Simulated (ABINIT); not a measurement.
## Geometry relaxation of Ge (part 1 of 3)

System: Ge (Cmmm, 1 atom in the cell).
Method: Kohn-Sham DFT of a periodic cell, PBE with D2, JTH PAW PBE v2.0, no spin polarisation (ABINIT 10.8.3).

The structure derives from a Materials Project entry.

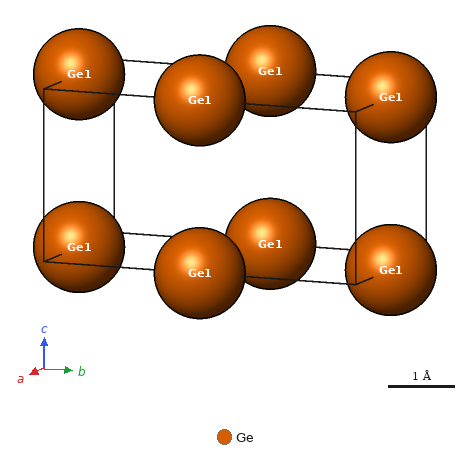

**Figure 1.** The structure as given in the input (spheres-only view of the cell 2 times as large as that of the calculation, set on its symmetry axes, seen slightly off an axis; atoms are numbered from 1 in the order of the input). An atom can appear more than once, as a periodic image.

Input:
```
# Pseudopotentials
pp_dirpath "./"
pseudos "Ge.GGA_PBE-JTH.xml"

# Structure
acell 2.952068562 2.952068562 2.698231 Angstrom
rprim
     0.4732779645    -0.8809131446     0.0000000000
     0.4732779645     0.8809131446     0.0000000000
     0.0000000000     0.0000000000     1.0000000000
ntypat 1
znucl 32
natom 1
typat 1
xcart
     2.6402289653     0.0000000000     0.0000000000
chkprim 0
chksymtnons 0
tolsym 1.0e-6

# Plane-wave basis
ecut 22.0
pawecutdg 44.0
pawxcdev 0

# k points
kptopt 1
ngkpt 11 11 10
nshiftk 1
shiftk 0.0 0.0 0.0

# Exchange and correlation
ixc 11
vdw_xc 5

# Bands and occupations
nband 11
occopt 3
tsmear 0.05 eV

# SCF cycle
nstep 100
tolvrs 1.0e-9

# Output
iomode 3
prtwf 0
prtden 0
prteig 0
prtebands 0

# Relaxation
ionmov 22
ntime 60
tolmxf 0.0005
optcell 2
dilatmx 1.08
ecutsm 0.5
```

Launched with:
```bash
abinit run.abi > log 2>&1
```

The program's output:
```
.Version 10.8.3 of ABINIT
 Symmetries : space group Cm m m (# 65); Bravais oC (1-face-center ortho.)
================================================================================
 Values of the parameters that define the memory need of the present run
     intxc =       0    ionmov =      22      iscf =      17    lmnmax =      18
     lnmax =       6     mgfft =      27  mpssoang =       3    mqgrid =    3001
     natom =       1  nloc_mem =       2    nspden =       1   nspinor =       1
    nsppol =       1      nsym =       8    n1xccc =       1    ntypat =       1
    occopt =       3   xclevel =       2
       mpw =         834          nfft =       17496          nkpt =         216
 PAW method is used; the additional fine FFT grid is defined by:
   mgfftf=        36    nfftf =     46656
================================================================================
================================================================================

--------------------------------------------------------------------------------
------------- Echo of variables that govern the present computation ------------
--------------------------------------------------------------------------------
 -outvars: echo values of preprocessed input variables --------
            acell      5.5786010871E+00  5.5786010871E+00  5.0989176144E+00 Bohr
              amu      7.26100000E+01
          chkprim           0
      chksymtnons           0
          dilatmx      1.08000000E+00
             ecut      2.20000000E+01 Hartree
           ecutsm      5.00000000E-01 Hartree
           ionmov          22
                       outvar_i_n : Printing only first  50 k-points.
              ixc          11
                       outvar_i_n : Printing only first  50 k-points.
         kptrlatt       11    0    0      0   11    0      0    0   10
          kptrlen      5.09891761E+01
            natom           1
            nband          11
            ngfft          27      27      24
          ngfftdg          36      36      36
             nkpt         216
            nstep         100
             nsym           8
            ntime          60
           ntypat           1
                       prtocc : prtvol=0, do not print more k-points.
           occopt           3
          optcell           2
        pawecutdg      4.40000000E+01 Hartree
         pawxcdev           0
           prtden           0
        prtebands           0
           prteig           0
            prtwf           0
            rprim      4.7327796450E-01 -8.8091314460E-01  0.0000000000E+00
                       4.7327796450E-01  8.8091314460E-01  0.0000000000E+00
                       0.0000000000E+00  0.0000000000E+00  1.0000000000E+00
          spgroup          65
           tolmxf      5.00000000E-04
           tolsym      1.00000000E-06
           tolvrs      1.00000000E-09
           tsmear      1.83746611E-03 Hartree
            typat      1
           useylm           1
           vdw_xc           5
                       outvars : Printing only first  50 k-points.
           xangst      1.3971489991E+00 -1.9856811182E-17  0.0000000000E+00
            xcart      2.6402289653E+00 -3.7523934868E-17  0.0000000000E+00
             xred      4.9999999963E-01  4.9999999963E-01  0.0000000000E+00
            znucl       32.00000

================================================================================

 chkinp: Checking input parameters for consistency.

================================================================================
== DATASET  1 ==================================================================

--- !DatasetInfo
iteration_state: {dtset: 1, }
dimensions: {natom: 1, nkpt: 216, mband: 11, nsppol: 1, nspinor: 1, nspden: 1, mpw: 834, }
cutoff_energies: {ecut:  22.0, pawecutdg:  44.0, }
electrons: {nelect:   1.40000000E+01, charge:   0.00000000E+00, occopt:   3.00000000E+00, tsmear:   1.83746611E-03, }
meta: {optdriver: 0, ionmov: 22, optcell: 2, iscf: 17, paral_kgb: 0, }
...

 Exchange-correlation functional for the present dataset will be:
  GGA: Perdew-Burke-Ernzerhof functional - ixc=11
  J.P.Perdew, K.Burke, M.Ernzerhof, PRL 77, 3865 (1996)

 Real(R)+Recip(G) space primitive vectors, cartesian coordinates (Bohr,Bohr^-1):
 R(1)=  2.6402290 -4.9142630  0.0000000  G(1)=  0.1893775 -0.1017447  0.0000000
 R(2)=  2.6402290  4.9142630  0.0000000  G(2)=  0.1893775  0.1017447  0.0000000
 R(3)=  0.0000000  0.0000000  5.0989176  G(3)=  0.0000000  0.0000000  0.1961201
 Unit cell volume ucvol=  1.3231466E+02 bohr^3
 Angles (23,13,12)=  9.00000000E+01  9.00000000E+01  1.23505425E+02 degrees

 Coarse grid specifications (used for wave-functions):

 getcut: wavevector=  0.0000  0.0000  0.0000  ngfft=  27  27  24
         ecut(hartree)=     25.661   => boxcut(ratio)=   2.04411

 Fine grid specifications (used for densities):

 getcut: wavevector=  0.0000  0.0000  0.0000  ngfft=  36  36  36
         ecut(hartree)=     51.322   => boxcut(ratio)=   2.00109

--- Pseudopotential description ------------------------------------------------
- pspini: atom type   1  psp file is ./Ge.GGA_PBE-JTH.xml
 Pseudopotential format is: paw10
 basis_size (lnmax)=  6 (lmn_size= 18), orbitals=   0   0   1   1   2   2
 Spheres core radius: rc_sph= 2.30476891
 Shapefunction is SIN type: shapef(r)=[sin(pi*r/rshp)/(pi*r/rshp)]**2
 Radius for shape functions =  1.99988291
 Compensation charge density is not taken into account in XC energy/potential

   2.83683711E+02                                ecore*ucvol(ha*bohr**3)
--------------------------------------------------------------------------------

================================================================================

=== [ionmov=22] Limited-memory Broyden-Fletcher-Goldfarb-Shanno method
================================================================================

--- Iteration: ( 1/60) Internal Cycle: (1/1)
--------------------------------------------------------------------------------

---SELF-CONSISTENT-FIELD CONVERGENCE--------------------------------------------

--- !BeginCycle
iteration_state: {dtset: 1, itime: 1, icycle: 1, }
solver: {iscf: 17, nstep: 100, nline: 4, wfoptalg: 10, }
tolerances: {tolvrs: 1.00E-09, }
...

     iter   Etot(hartree)      deltaE(h)  residm     nres2
 ETOT  1  -95.259998866141    -9.526E+01 3.876E+00 9.017E-01
 ETOT  2  -95.583978453137    -3.240E-01 2.827E-01 8.433E-02
 ETOT  3  -95.583751895315     2.266E-04 1.911E-01 1.922E-02
 ETOT  4  -95.583723191412     2.870E-05 1.812E-02 3.121E-03
 ETOT  5  -95.583710893703     1.230E-05 1.784E-02 2.895E-04
 ETOT  6  -95.583711607821    -7.141E-07 3.676E-03 5.361E-05
 ETOT  7  -95.583711570901     3.692E-08 3.148E-03 2.053E-06
 ETOT  8  -95.583711659794    -8.889E-08 5.760E-04 8.036E-07
 ETOT  9  -95.583711652216     7.578E-09 7.456E-04 6.599E-09
 ETOT 10  -95.583711652951    -7.348E-10 3.609E-04 8.070E-09
 ETOT 11  -95.583711652896     5.582E-11 3.302E-04 1.862E-09
 ETOT 12  -95.583711652872     2.362E-11 1.936E-04 7.254E-11

 At SCF step   12       nres2   =  7.25E-11 < tolvrs=  1.00E-09 =>converged.

 Cartesian components of stress tensor (hartree/bohr^3)
  sigma(1 1)=  7.66267521E-05  sigma(3 2)=  0.00000000E+00
  sigma(2 2)=  1.80295400E-04  sigma(3 1)=  0.00000000E+00
  sigma(3 3)=  1.70370907E-04  sigma(2 1)=  0.00000000E+00

--- !ResultsGS
iteration_state: {dtset: 1, itime: 1, icycle: 1, }
comment   : Summary of ground state results
lattice_vectors:
- [  2.6402290,  -4.9142630,   0.0000000, ]
- [  2.6402290,   4.9142630,   0.0000000, ]
- [  0.0000000,   0.0000000,   5.0989176, ]
lattice_lengths: [   5.57860,    5.57860,    5.09892, ]
lattice_angles: [ 90.000,  90.000, 123.505, ] # degrees, (23, 13, 12)
lattice_volume:   1.3231466E+02
convergence: {deltae:  2.362E-11, res2:  7.254E-11, residm:  1.936E-04, diffor: null, }
etotal    :  -9.55837117E+01
entropy   :   0.00000000E+00
fermie    :   3.10817859E-01
cartesian_stress_tensor: # hartree/bohr^3
- [  7.66267521E-05,   0.00000000E+00,   0.00000000E+00, ]
- [  0.00000000E+00,   1.80295400E-04,   0.00000000E+00, ]
- [  0.00000000E+00,   0.00000000E+00,   1.70370907E-04, ]
pressure_GPa:  -4.1905E+00
xred      :
- [  5.0000E-01,   5.0000E-01,   0.0000E+00, Ge]
cartesian_forces: # hartree/bohr
- [ -0.00000000E+00,  -0.00000000E+00,  -0.00000000E+00, ]
force_length_stats: {min:   0.00000000E+00, max:   0.00000000E+00, mean:   0.00000000E+00, }
...

 Integrated electronic density in atomic spheres:
 ------------------------------------------------
 Atom  Sphere_radius  Integrated_density
    1        2.30477         12.19533352

---OUTPUT-----------------------------------------------------------------------

 Cartesian coordinates (xcart) [bohr]
  2.64022896530000E+00 -3.75239348682389E-17  0.00000000000000E+00
 Reduced coordinates (xred)
  4.99999999630363E-01  4.99999999630363E-01  0.00000000000000E+00
 Cartesian forces (fcart) [Ha/bohr]; max,rms= 0.00000E+00 0.00000E+00 (free atoms)
 -0.00000000000000E+00 -0.00000000000000E+00 -0.00000000000000E+00
 Gradient of E wrt nuclear positions in reduced coordinates (gred)
 -0.00000000000000E+00  0.00000000000000E+00  0.00000000000000E+00
 Scale of Primitive Cell (acell) [bohr]
  5.57860108708242E+00  5.57860108708242E+00  5.09891761443428E+00
 Real space primitive translations (rprimd) [bohr]
  2.64022896725185E+00 -4.91426302609075E+00  0.00000000000000E+00
  2.64022896725185E+00  4.91426302609075E+00  0.00000000000000E+00
  0.00000000000000E+00  0.00000000000000E+00  5.09891761443428E+00
 Unitary Cell Volume (ucvol) [Bohr^3]=  1.32314664432329E+02
 Angles (23,13,12)= [degrees]
  9.00000000000000E+01  9.00000000000000E+01  1.23505424867089E+02
 Lengths [Bohr]
  5.57860108711121E+00  5.57860108711121E+00  5.09891761443428E+00
 Stress tensor in cartesian coordinates (strten) [Ha/bohr^3]
  7.66267521141277E-05  0.00000000000000E+00  0.00000000000000E+00
  0.00000000000000E+00  1.80295400290229E-04  0.00000000000000E+00
  0.00000000000000E+00  0.00000000000000E+00  1.70370907382804E-04
 Total energy (etotal) [Ha]= -9.55837116528719E+01

--- Iteration: ( 2/60) Internal Cycle: (1/1)
--------------------------------------------------------------------------------

---SELF-CONSISTENT-FIELD CONVERGENCE--------------------------------------------

--- !BeginCycle
iteration_state: {dtset: 1, itime: 2, icycle: 1, }
solver: {iscf: 17, nstep: 100, nline: 4, wfoptalg: 10, }
tolerances: {tolvrs: 1.00E-09, }
...

     iter   Etot(hartree)      deltaE(h)  residm     nres2
 ETOT  1  -95.584845506299    -9.558E+01 1.496E+04 3.317E-01
 ETOT  2  -95.584108398286     7.371E-04 9.517E-01 2.735E-02
 ETOT  3  -95.583990330035     1.181E-04 1.493E-01 5.804E-03
 ETOT  4  -95.583958820884     3.151E-05 1.213E-01 5.071E-04
 ETOT  5  -95.583956501064     2.320E-06 5.026E-02 3.939E-05
 ETOT  6  -95.583956578260    -7.720E-08 2.256E-03 5.489E-06
 ETOT  7  -95.583956566932     1.133E-08 1.088E-04 2.404E-07
 ETOT  8  -95.583956567175    -2.427E-10 1.102E-05 3.318E-08
 ETOT  9  -95.583956567176    -1.407E-12 4.230E-05 1.474E-09
 ETOT 10  -95.583956567175     8.384E-13 3.603E-06 1.647E-10

 At SCF step   10       nres2   =  1.65E-10 < tolvrs=  1.00E-09 =>converged.

 Cartesian components of stress tensor (hartree/bohr^3)
  sigma(1 1)=  6.15025536E-05  sigma(3 2)=  0.00000000E+00
  sigma(2 2)=  1.57920848E-04  sigma(3 1)=  0.00000000E+00
  sigma(3 3)=  1.35363562E-04  sigma(2 1)=  0.00000000E+00

--- !ResultsGS
iteration_state: {dtset: 1, itime: 2, icycle: 1, }
comment   : Summary of ground state results
lattice_vectors:
- [  2.6341596,  -4.8876825,   0.0000000, ]
- [  2.6341596,   4.8876825,   0.0000000, ]
- [  0.0000000,   0.0000000,   5.0728564, ]
lattice_lengths: [   5.55232,    5.55232,    5.07286, ]
lattice_angles: [ 90.000,  90.000, 123.356, ] # degrees, (23, 13, 12)
lattice_volume:   1.3062540E+02
convergence: {deltae:  8.384E-13, res2:  1.647E-10, residm:  3.603E-06, diffor: null, }
etotal    :  -9.55839566E+01
entropy   :   0.00000000E+00
fermie    :   3.16867253E-01
cartesian_stress_tensor: # hartree/bohr^3
- [  6.15025536E-05,   0.00000000E+00,   0.00000000E+00, ]
- [  0.00000000E+00,   1.57920848E-04,   0.00000000E+00, ]
- [  0.00000000E+00,   0.00000000E+00,   1.35363562E-04, ]
pressure_GPa:  -3.4794E+00
xred      :
- [  5.0000E-01,   5.0000E-01,   0.0000E+00, Ge]
cartesian_forces: # hartree/bohr
- [ -0.00000000E+00,  -0.00000000E+00,  -0.00000000E+00, ]
force_length_stats: {min:   0.00000000E+00, max:   0.00000000E+00, mean:   0.00000000E+00, }
...

 Integrated electronic density in atomic spheres:
 ------------------------------------------------
 Atom  Sphere_radius  Integrated_density
    1        2.30477         12.20695325

---OUTPUT-----------------------------------------------------------------------

 Cartesian coordinates (xcart) [bohr]
  2.63415960018654E+00 -1.75788387971314E-16  0.00000000000000E+00
 Reduced coordinates (xred)
  4.99999999630363E-01  4.99999999630363E-01  0.00000000000000E+00
 Cartesian forces (fcart) [Ha/bohr]; max,rms= 0.00000E+00 0.00000E+00 (free atoms)
 -0.00000000000000E+00 -0.00000000000000E+00 -0.00000000000000E+00
 Gradient of E wrt nuclear positions in reduced coordinates (gred)
 -0.00000000000000E+00  0.00000000000000E+00  0.00000000000000E+00
 Scale of Primitive Cell (acell) [bohr]
  5.55231812807915E+00  5.55231812807915E+00  5.07285639781504E+00
 Real space primitive translations (rprimd) [bohr]
  2.63415960213391E+00 -4.88768245550814E+00  0.00000000000000E+00
  2.63415960213391E+00  4.88768245550814E+00  0.00000000000000E+00
  0.00000000000000E+00  0.00000000000000E+00  5.07285639781504E+00
 Unitary Cell Volume (ucvol) [Bohr^3]=  1.30625399593959E+02
 Angles (23,13,12)= [degrees]
  9.00000000000000E+01  9.00000000000000E+01  1.23356137939060E+02
 Lengths [Bohr]
  5.55231812807915E+00  5.55231812807915E+00  5.07285639781504E+00
 Stress tensor in cartesian coordinates (strten) [Ha/bohr^3]
  6.15025535544156E-05  0.00000000000000E+00  0.00000000000000E+00
  0.00000000000000E+00  1.57920847933247E-04  0.00000000000000E+00
  0.00000000000000E+00  0.00000000000000E+00  1.35363561665800E-04
 Total energy (etotal) [Ha]= -9.55839565671753E+01

 Difference of energy with previous step (new-old):
           Absolute (Ha)=-2.44914E-04
           Relative     =-2.56230E-06

--- Iteration: ( 3/60) Internal Cycle: (1/1)
--------------------------------------------------------------------------------

---SELF-CONSISTENT-FIELD CONVERGENCE--------------------------------------------

--- !BeginCycle
iteration_state: {dtset: 1, itime: 3, icycle: 1, }
solver: {iscf: 17, nstep: 100, nline: 4, wfoptalg: 10, }
tolerances: {tolvrs: 1.00E-09, }
...

     iter   Etot(hartree)      deltaE(h)  residm     nres2
 ETOT  1  -95.601008094207    -9.560E+01 4.566E+07 8.289E+00
 ETOT  2  -95.587993098599     1.301E-02 7.231E+02 7.550E-01
 ETOT  3  -95.585222346745     2.771E-03 7.116E+01 1.465E-01
 ETOT  4  -95.584516540806     7.058E-04 5.487E+01 1.059E-02
 ETOT  5  -95.584471708733     4.483E-05 1.656E+01 1.146E-03
 ETOT  6  -95.584472397036    -6.883E-07 5.187E+00 1.066E-04
 ETOT  7  -95.584472278224     1.188E-07 1.609E-01 8.246E-06
 ETOT  8  -95.584472274405     3.819E-09 1.983E-03 1.338E-06
 ETOT  9  -95.584472273797     6.075E-10 7.365E-04 1.367E-07
 ETOT 10  -95.584472273979    -1.819E-10 5.240E-04 1.493E-08
 ETOT 11  -95.584472273958     2.170E-11 6.603E-05 5.063E-10

 At SCF step   11       nres2   =  5.06E-10 < tolvrs=  1.00E-09 =>converged.

 Cartesian components of stress tensor (hartree/bohr^3)
  sigma(1 1)= -3.52681991E-05  sigma(3 2)=  0.00000000E+00
  sigma(2 2)=  3.45418787E-07  sigma(3 1)=  0.00000000E+00
  sigma(3 3)= -3.80625802E-05  sigma(2 1)=  0.00000000E+00
```
